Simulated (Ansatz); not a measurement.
# Geometry relaxation of SiO₂ (part 2 of 2)

The same run, continued: SiO₂ (P6₅22, 18 atoms in the cell); DFT LDA, scalar-relativistic, plane waves, PAW, no spin polarisation (Ansatz 0.2.0); cutoff 420 eV, 6×6×4 k-mesh, Gaussian smearing of 0.02 eV. The structure derives from a Materials Project entry. It belongs to a series of runs on one base structure; here: the database's cell, atoms relaxed.

Geometry of the input (Å; fractional positions):
```
7.3006  0.0000  0.0000
-3.6503  6.3225  0.0000
0.0000  0.0000  7.0051
Si 0.5339  0.7669  0.4167
Si 0.4661  0.2331  0.9167
Si 0.2331  0.4661  0.7500
Si 0.7669  0.2331  0.5833
Si 0.7669  0.5339  0.2500
Si 0.2331  0.7669  0.0833
O  0.6123  0.3877  0.0833
O  -0.0000  0.6829  0.1667
O  0.7753  0.3877  0.4167
O  0.6829  0.6829  0.3333
O  0.3171  0.3171  0.8333
O  0.6123  0.2247  0.7500
O  0.2247  0.6123  0.9167
O  0.3171  0.0000  0.0000
O  -0.0000  0.3171  0.6667
O  0.3877  0.7753  0.2500
O  0.3877  0.6123  0.5833
O  0.6829  0.0000  0.5000
```

**Output, continued**
```
  k-point 0: bands = ["-19.7950", "-18.8982", "-18.8982", "-18.8944", "-18.3680", "-18.3680", "-17.6992", "-17.6992", "-17.6948", "-17.6846", "-17.6846", "-17.6816", "-9.4744", "-9.4744", "-8.4598", "-8.3610", "-8.3610", "-6.5896", "-6.4409", "-6.4409", "-6.1509", "-6.1509", "-6.0544", "-5.7302", "-3.7181", "-3.7181", "-3.4953", "-3.4953", "-3.4570", "-3.2928", "-2.7449", "-2.6708", "-2.6708", "-2.6641", "-2.5903", "-2.4316", "-2.4316", "-2.3148", "-2.3148", "-2.2577", "-2.2577", "-1.2839", "-1.1489", "-1.1489", "-1.1170", "-1.0768", "-0.9640", "-0.9640", "4.8238", "7.7393", "7.7393", "8.1016", "8.1023", "8.1872", "8.1872", "8.6609", "8.6609", "9.2348", "9.3670", "9.3670", "9.7828", "9.7828", "9.9956", "10.0409", "10.1490", "10.8103"]
  k-point 1: bands = ["-19.7275", "-19.2412", "-18.8448", "-18.5758", "-18.5295", "-18.2926", "-17.7022", "-17.6952", "-17.6943", "-17.6888", "-17.6856", "-17.6839", "-9.5973", "-9.1643", "-8.9973", "-8.5524", "-7.6727", "-6.7137", "-6.4844", "-6.2781", "-6.2730", "-6.0932", "-6.0625", "-5.8233", "-3.7640", "-3.6035", "-3.5666", "-3.4790", "-3.4458", "-3.2644", "-2.8077", "-2.7217", "-2.6792", "-2.6385", "-2.5473", "-2.5383", "-2.5132", "-2.4454", "-2.2661", "-1.9779", "-1.9721", "-1.5175", "-1.2281", "-1.2038", "-1.1777", "-1.0461", "-0.9228", "-0.9206", "5.1245", "6.9402", "7.9572", "8.0709", "8.2154", "8.3164", "8.6782", "8.7406", "8.9591", "9.1759", "9.2691", "9.5996", "9.6003", "9.6637", "9.6705", "9.8971", "9.9860", "10.0231"]
  k-point 2: bands = ["-19.5338", "-19.5338", "-18.7095", "-18.7095", "-18.3567", "-18.3567", "-17.6966", "-17.6966", "-17.6938", "-17.6938", "-17.6881", "-17.6881", "-9.4388", "-9.4388", "-8.8122", "-8.8122", "-7.0867", "-7.0867", "-6.4113", "-6.4113", "-6.0762", "-6.0762", "-6.0428", "-6.0428", "-3.7115", "-3.7115", "-3.5008", "-3.5008", "-3.3043", "-3.3043", "-2.8835", "-2.8835", "-2.6295", "-2.6295", "-2.5439", "-2.5439", "-2.5038", "-2.5038", "-2.0237", "-2.0237", "-1.5782", "-1.5782", "-1.4929", "-1.4929", "-1.0423", "-1.0423", "-0.9199", "-0.9199", "5.9151", "5.9151", "8.1781", "8.1781", "8.5047", "8.5047", "8.7638", "8.7638", "9.2396", "9.2396", "9.2583", "9.2583", "9.3493", "9.3493", "9.5892", "9.5892", "9.8926", "9.8926"]
  k-point 20: bands = ["-19.3249", "-19.3249", "-19.1526", "-19.1526", "-18.1190", "-18.1190", "-17.6992", "-17.6992", "-17.6817", "-17.6817", "-17.6782", "-17.6782", "-9.9689", "-9.9689", "-7.8066", "-7.8066", "-7.4563", "-7.4563", "-6.3200", "-6.3200", "-6.2994", "-6.2994", "-5.9925", "-5.9925", "-3.7888", "-3.7888", "-3.4909", "-3.4909", "-3.2921", "-3.2921", "-2.9424", "-2.9424", "-2.6042", "-2.6042", "-2.5402", "-2.5402", "-2.3380", "-2.3380", "-2.2257", "-2.2257", "-2.1137", "-2.1137", "-1.0491", "-1.0491", "-0.9419", "-0.9419", "-0.8108", "-0.8108", "7.1578", "7.1578", "7.2054", "7.2054", "7.2488", "7.2488", "8.5751", "8.5751", "8.6325", "8.6325", "9.1209", "9.1209", "9.6944", "9.6944", "10.2602", "10.2602", "10.3540", "10.3540"]
--- Relaxed structure (5 steps of the walk, 5 accepted, 0 SCFs on fresh bases) ---
  F+E_penalty+E_count = -10335.88114743 eV   max|allowed force component| = 7.559e-4 eV/Å
  atoms:
    - { symbol: Si, position: [0.5335577300015653, 0.7667788650007825, 0.41666666666666674] }
    - { symbol: Si, position: [0.4664422699984346, 0.23322113499921726, 0.9166666666666666] }
    - { symbol: Si, position: [0.23322113499921726, 0.4664422699984345, 0.75] }
    - { symbol: Si, position: [0.7667788650007826, 0.23322113499921726, 0.5833333333333334] }
    - { symbol: Si, position: [0.7667788650007827, 0.5335577300015654, 0.25] }
    - { symbol: Si, position: [0.2332211349992172, 0.7667788650007825, 0.08333333333333336] }
    - { symbol: O, position: [0.6126862432395301, 0.38731375676046975, 0.08333333333333336] }
    - { symbol: O, position: [0.0, 0.6821489912225097, 0.16666666666666669] }
    - { symbol: O, position: [0.7746275135209395, 0.38731375676046975, 0.41666666666666674] }
    - { symbol: O, position: [0.6821489912225097, 0.6821489912225097, 0.33333333333333337] }
    - { symbol: O, position: [0.3178510087774903, 0.31785100877749023, 0.8333333333333335] }
    - { symbol: O, position: [0.6126862432395301, 0.2253724864790603, 0.75] }
    - { symbol: O, position: [0.2253724864790603, 0.6126862432395301, 0.9166666666666666] }
    - { symbol: O, position: [0.31785100877749034, 2.381724556860312e-21, -1.3157895911906464e-35] }
    - { symbol: O, position: [-5.551115123125783e-17, 0.31785100877749023, 0.6666666666666667] }
    - { symbol: O, position: [0.38731375676046975, 0.7746275135209395, 0.25] }
    - { symbol: O, position: [0.3873137567604698, 0.6126862432395301, 0.5833333333333334] }
    - { symbol: O, position: [0.6821489912225097, 2.3817245568603264e-21, 0.5] }
```

**Trajectory as extended XYZ (Å, eV, eV/Å), 5 frames, from step=1 to step=5**
```
18
Lattice="7.3006 0.0000 0.0000 -3.6503 6.3225 0.0000 0.0000 0.0000 7.0051" Properties=species:S:1:pos:R:3:forces:R:3 step=1 energy=-10335.88027
Si    1.0980    4.8489    2.9188   -0.0301  -0.0174   0.0000
Si    2.5523    1.4736    6.4214    0.0301   0.0174   0.0000
Si    0.0000    2.9472    5.2538    0.0000   0.0348   0.0000
Si    4.7482    1.4736    4.0863   -0.0301   0.0174   0.0000
Si    3.6503    3.3753    1.7513    0.0000  -0.0348   0.0000
Si   -1.0980    4.8489    0.5838    0.0301  -0.0174   0.0000
O     3.0552    2.4511    0.5838    0.0150  -0.0086   0.0000
O    -2.4928    4.3176    1.1675    0.0135  -0.0234   0.0000
O     4.2454    2.4511    2.9188   -0.0150  -0.0086   0.0000
O     2.4928    4.3176    2.3350   -0.0135  -0.0234   0.0000
O     1.1575    2.0049    5.8376    0.0135   0.0234   0.0000
O     3.6503    1.4204    5.2538    0.0000   0.0173   0.0000
O    -0.5951    3.8714    6.4214    0.0150   0.0086   0.0000
O     2.3150    0.0000    0.0000    0.0270   0.0000   0.0000
O    -1.1575    2.0049    4.6701   -0.0135   0.0234   0.0000
O     0.0000    4.9021    1.7513    0.0000  -0.0173   0.0000
O     0.5951    3.8714    4.0863   -0.0150   0.0086   0.0000
O     4.9855    0.0000    3.5026   -0.0270   0.0000   0.0000
18
Lattice="7.3006 0.0000 0.0000 -3.6503 6.3225 0.0000 0.0000 0.0000 7.0051" Properties=species:S:1:pos:R:3:forces:R:3 step=2 energy=-10335.88063
Si    1.0974    4.8485    2.9188   -0.0100  -0.0058   0.0000
Si    2.5529    1.4739    6.4214    0.0100   0.0058   0.0000
Si    0.0000    2.9478    5.2538    0.0000   0.0116   0.0000
Si    4.7476    1.4739    4.0863   -0.0100   0.0058   0.0000
Si    3.6503    3.3746    1.7513    0.0000  -0.0116   0.0000
Si   -1.0974    4.8485    0.5838    0.0100  -0.0058   0.0000
O     3.0559    2.4506    0.5838    0.0130  -0.0075   0.0000
O    -2.4922    4.3166    1.1675    0.0120  -0.0208   0.0000
O     4.2446    2.4506    2.9188   -0.0130  -0.0075   0.0000
O     2.4922    4.3166    2.3350   -0.0120  -0.0208   0.0000
O     1.1581    2.0059    5.8376    0.0120   0.0208   0.0000
O     3.6503    1.4212    5.2538    0.0000   0.0150   0.0000
O    -0.5943    3.8718    6.4214    0.0130   0.0075   0.0000
O     2.3162    0.0000    0.0000    0.0240   0.0000   0.0000
O    -1.1581    2.0059    4.6701   -0.0120   0.0208   0.0000
O     0.0000    4.9013    1.7513    0.0000  -0.0150   0.0000
O     0.5943    3.8718    4.0863   -0.0130   0.0075   0.0000
O     4.9843    0.0000    3.5026   -0.0240   0.0000   0.0000
18
Lattice="7.3006 0.0000 0.0000 -3.6503 6.3225 0.0000 0.0000 0.0000 7.0051" Properties=species:S:1:pos:R:3:forces:R:3 step=3 energy=-10335.88109
Si    1.0961    4.8478    2.9188    0.0198   0.0115   0.0000
Si    2.5541    1.4746    6.4214   -0.0198  -0.0115   0.0000
Si    0.0000    2.9493    5.2538    0.0000  -0.0229   0.0000
Si    4.7464    1.4746    4.0863    0.0198  -0.0115   0.0000
Si    3.6503    3.3732    1.7513    0.0000   0.0229   0.0000
Si   -1.0961    4.8478    0.5838   -0.0198   0.0115   0.0000
O     3.0581    2.4494    0.5838    0.0057  -0.0033   0.0000
O    -2.4904    4.3135    1.1675    0.0044  -0.0076   0.0000
O     4.2425    2.4494    2.9188   -0.0057  -0.0033   0.0000
O     2.4904    4.3135    2.3350   -0.0044  -0.0076   0.0000
O     1.1599    2.0090    5.8376    0.0044   0.0076   0.0000
O     3.6503    1.4237    5.2538    0.0000   0.0065   0.0000
O    -0.5922    3.8731    6.4214    0.0057   0.0033   0.0000
O     2.3198    0.0000    0.0000    0.0088   0.0000   0.0000
O    -1.1599    2.0090    4.6701   -0.0044   0.0076   0.0000
O     0.0000    4.8988    1.7513    0.0000  -0.0065   0.0000
O     0.5922    3.8731    4.0863   -0.0057   0.0033   0.0000
O     4.9808    0.0000    3.5026   -0.0088   0.0000   0.0000
18
Lattice="7.3006 0.0000 0.0000 -3.6503 6.3225 0.0000 0.0000 0.0000 7.0051" Properties=species:S:1:pos:R:3:forces:R:3 step=4 energy=-10335.88115
Si    1.0963    4.8479    2.9188   -0.0006  -0.0004   0.0000
Si    2.5540    1.4745    6.4214    0.0006   0.0004   0.0000
Si    0.0000    2.9491    5.2538    0.0000   0.0007   0.0000
Si    4.7466    1.4745    4.0863   -0.0006   0.0004   0.0000
Si    3.6503    3.3734    1.7513    0.0000  -0.0007   0.0000
Si   -1.0963    4.8479    0.5838    0.0006  -0.0004   0.0000
O     3.0591    2.4488    0.5838   -0.0005   0.0003   0.0000
O    -2.4900    4.3129    1.1675    0.0001  -0.0001   0.0000
O     4.2414    2.4488    2.9188    0.0005   0.0003   0.0000
O     2.4900    4.3129    2.3350   -0.0001  -0.0001   0.0000
O     1.1602    2.0096    5.8376    0.0001   0.0001   0.0000
O     3.6503    1.4249    5.2538    0.0000  -0.0005   0.0000
O    -0.5911    3.8737    6.4214   -0.0005  -0.0003   0.0000
O     2.3205    0.0000    0.0000    0.0002   0.0000   0.0000
O    -1.1602    2.0096    4.6701   -0.0001   0.0001   0.0000
O     0.0000    4.8976    1.7513    0.0000   0.0005   0.0000
O     0.5911    3.8737    4.0863    0.0005  -0.0003   0.0000
O     4.9801    0.0000    3.5026   -0.0002   0.0000   0.0000
18
Lattice="7.3006 0.0000 0.0000 -3.6503 6.3225 0.0000 0.0000 0.0000 7.0051" Properties=species:S:1:pos:R:3:forces:R:3 step=5 energy=-10335.88115
Si    1.0963    4.8479    2.9188   -0.0007  -0.0004   0.0000
Si    2.5540    1.4745    6.4214    0.0007   0.0004   0.0000
Si    0.0000    2.9491    5.2538    0.0000   0.0008   0.0000
Si    4.7466    1.4745    4.0863   -0.0007   0.0004   0.0000
Si    3.6503    3.3734    1.7513    0.0000  -0.0008   0.0000
Si   -1.0963    4.8479    0.5838    0.0007  -0.0004   0.0000
O     3.0591    2.4488    0.5838   -0.0005   0.0003   0.0000
O    -2.4900    4.3129    1.1675    0.0001  -0.0002   0.0000
O     4.2414    2.4488    2.9188    0.0005   0.0003   0.0000
O     2.4900    4.3129    2.3350   -0.0001  -0.0002   0.0000
O     1.1602    2.0096    5.8376    0.0001   0.0002   0.0000
O     3.6503    1.4249    5.2538    0.0000  -0.0005   0.0000
O    -0.5911    3.8737    6.4214   -0.0005  -0.0003   0.0000
O     2.3205    0.0000    0.0000    0.0002   0.0000   0.0000
O    -1.1602    2.0096    4.6701   -0.0001   0.0002   0.0000
O     0.0000    4.8976    1.7513    0.0000   0.0005   0.0000
O     0.5911    3.8737    4.0863    0.0005  -0.0003   0.0000
O     4.9801    0.0000    3.5026   -0.0002   0.0000   0.0000
```

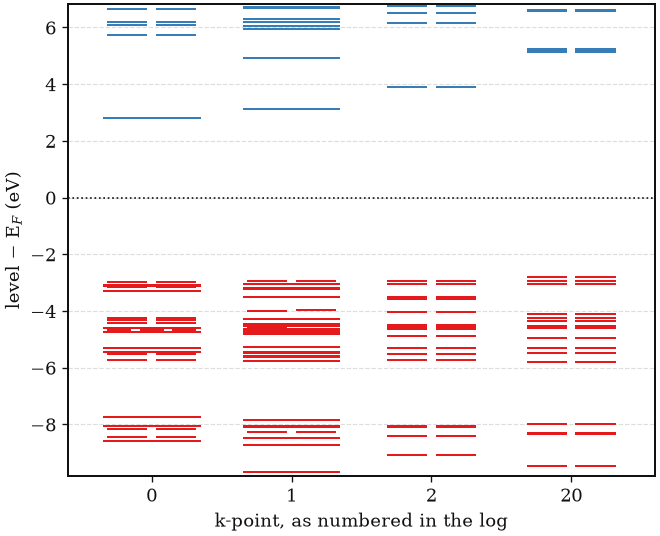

Kohn–Sham levels near the Fermi level (dotted) at the few k-points that the log prints; levels within 0.02 eV of each other stand side by side. Among these points the highest filled and lowest empty levels are 5.63 eV apart, which is the gap on the mesh.

**Key numbers**

```csv
quantity,value
outcome,converged
space group (tolerance 0.01 Å),P6₅22 (179)
electrons treated,96
free energy,−10335.8811 eV
Fermi energy,2.007 eV
gap on the k-point mesh,5.63 eV
pressure,−1.13 GPa
final volume,323.34 Å³
largest force (length of the vector) at the end,0.001 eV/Å
final cell,"a = 7.301 Å, b = 7.301 Å, c = 7.005 Å, α = 90.00°, β = 90.00°, γ = 120.00°"
hardware,"4 threads of Intel Xeon @ 2.50GHz (Skylake/Cascade Lake), 189 GiB of memory available, shared host"
wall time,74 s (CPU time 4.6 min)
peak memory,0.92 GiB
```

**Remarks**

The program warns: the SCF threshold is looser than advised for the printed stress.
